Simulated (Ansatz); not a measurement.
Ga₈N₉ (cell charge +1, with a compensating background) (cell with a defect)

The calculation's input:

```
crystal:
  lattice:
    - [0.0, 0.0, -5.2430305161]
    - [3.2184289158, -5.5744824027, 0.0]
    - [-6.4368578316, 0.0, 0.0]
  atoms:
    - { symbol: Ga, position: [0.0023360305, 0.1688164816, 0.3340254484] }
    - { symbol: Ga, position: [0.0062108445, 0.6673040991, 0.3333221089] }
    - { symbol: Ga, position: [0.0028920497, 0.164270234, 0.8280428271] }
    - { symbol: Ga, position: [-0.0016571815, 0.6675777636, 0.8351275168] }
    - { symbol: Ga, position: [0.506169607, 0.3362196548, 0.1677566054] }
    - { symbol: Ga, position: [0.506170051, 0.8328043124, 0.1678740999] }
    - { symbol: Ga, position: [0.4848503051, 0.3340083238, 0.666613693] }
    - { symbol: Ga, position: [0.5061656331, 0.8327867257, 0.6643673115] }
    - { symbol: "N", position: [0.6064361577, 0.1732038747, 0.3461436218] }
    - { symbol: "N", position: [0.6336861301, 0.6672480745, 0.333340465] }
    - { symbol: "N", position: [0.6093407898, 0.1732518869, 0.8296499054] }
    - { symbol: "N", position: [0.6136970501, 0.6510770311, 0.8264928434] }
    - { symbol: "N", position: [0.1394149371, 0.3485728082, 0.1734051627] }
    - { symbol: "N", position: [0.1387597643, 0.8291571205, 0.1721839769] }
    - { symbol: "N", position: [0.1136838164, 0.3340044278, 0.6666653869] }
    - { symbol: "N", position: [0.1390277337, 0.8330435452, 0.656527867] }
    - { symbol: "N", position: [0.8491631191, 0.0006286754, -0.0017563977] }
  host:
    lattice:
      - [3.2184289158, 0.0, 0.0]
      - [-1.6092144579, 2.7872412014, 0.0]
      - [0.0, 0.0, 5.2430305161]
    atoms:
      - { symbol: Ga, position: [0.3333333333, 0.6666666667, -0.0008683113] }
      - { symbol: Ga, position: [0.6666666667, 0.3333333333, 0.4991316887] }
      - { symbol: "N", position: [0.3333333333, 0.6666666667, 0.3758683113] }
      - { symbol: "N", position: [0.6666666667, 0.3333333333, 0.8758683113] }
total_charge: 1
basis:
  ecutwfc: 420
  xc_grid: 2
kpoints:
  mp_grid: { grid: [3, 3, 3], shift: [0.0, 0.0, 0.0] }
hamiltonian:
  xc: pbe
scf:
  occupations: { method: gaussian, width: 0.01 }
output:
  forces: true
  stress: false
  eigenvalues: true
  charged_corrections:
    defect_position: [0.83333333, 0.0, 0.0]
    epsilon: [[10.4942, 0.0, 0.0], [0.0, 10.4942, 0.0], [0.0, 0.0, 11.6904]]
  write_density: true
  write_potential: true
  elf: true
  volumetric_format: npy
relax:
  adjacent_minimum: "off"
  f_tol: 0.025
  max_steps: 45
```

Command:

```sh
ansatz run input.yaml --threads 2 --pin off --max-ram 5120MiB --backend cpu --events-out ev --progress --plain --runs-dir out
```

The fields are those of the relaxed geometry.

Method: Ansatz 0.2.0, DFT PBE, scalar-relativistic, plane waves, PAW.

Core electrons are frozen (PAW), and the valence fields are smoothed inside the atomic spheres.

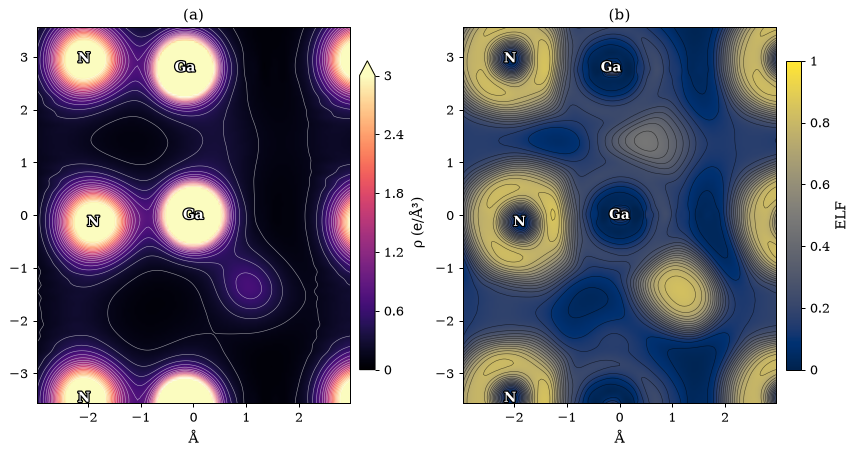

Figure 1. (a) valence electron density; (b) ELF on the (011̄) plane of the calculation cell.

### What does the map show?

- The section cuts through Ga and N sites.
- Atoms just off the plane (N, 0.8 Å away) can leave unmarked features too.
- Ga–N (1.90 Å): ρ at the midpoint is about 0.83 e/Å³; the ELF peaks at about 0.85 in the valence shell of N, 0.6 Å from its nucleus, and is about 0.50 at the midpoint.
- Ga–N (1.92 Å): the density is about 0.78 e/Å³ at the midpoint; the ELF peaks at about 0.85 in the valence shell of N, 0.6 Å from its nucleus, and is about 0.50 at the midpoint.
- Between the atoms the lowest density in this plane is 0.04 e/Å³.

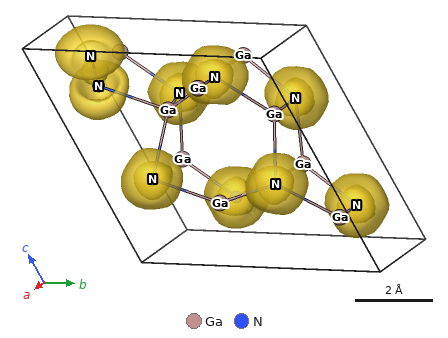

Figure 2. Isosurface of the electron localisation function at 0.75 (yellow), seen at an oblique angle. Only the valence region is drawn (cores and ρ < 0.01 e/Å³ removed). Sticks mark near contacts.

### Describe the localisation domains.

The ELF exceeds this value in one region between bonded N–N atoms and nine regions wrapped around N (the valence shell of each), counted in one cell of 17 atoms. Any copies at cell faces, edges or corners count once. Profiles from the grid: N–N (1.26 Å): the ELF peaks at about 0.85 between the atoms.

### Does the calculation give a band gap?

It is gapless in this calculation (a metal or semimetal).
